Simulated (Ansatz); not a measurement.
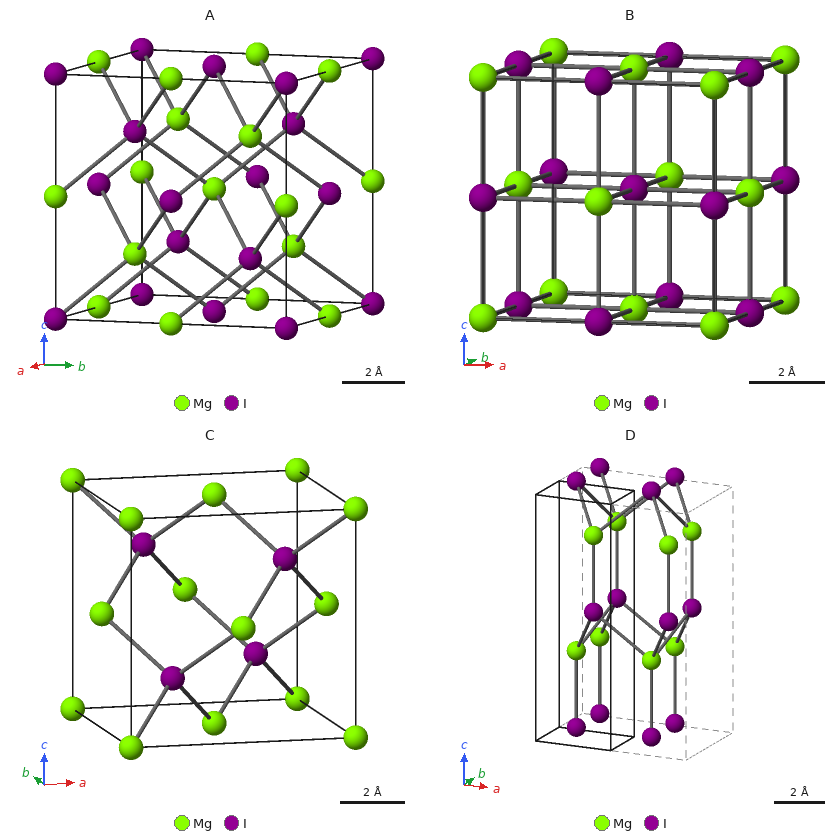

Four structures of MgI, each relaxed to rest (conventional cells in solid outline, small ones repeated, each panel with its own scale). Method: DFT PBE, scalar-relativistic, plane waves, PAW (Ansatz), without spin polarisation.

**What are the structures shown?**

A: 16 atoms a cell on a face-centred cubic lattice, Fd-3m; B: rock salt (NaCl type), Fm-3m; C: zinc blende (sphalerite type), F-43m; D: 4 atoms a cell on a primitive hexagonal lattice, P6_3mc.

**Rank them by energy, lowest first.**

B, then D (+52 meV/atom), C (+146 meV/atom) and A (+385 meV/atom), energies at zero smearing.

**Collect the results in a table.**

| panel | structure | E − E(lowest) (meV/atom) | volume (Å³/atom) | gap (eV) |
| --- | --- | --- | --- | --- |
| B | Fm-3m | 0 | 34.1 | metal |
| D | P6_3mc | 52 | 36.9 | metal |
| C | F-43m | 146 | 47.9 | metal |
| A | Fd-3m | 385 | 33.0 | metal |

Some of these may be structure types tried for this composition rather than known phases, and the most stable form need not be among them. Gaps are taken on the k-mesh or band path of each run.
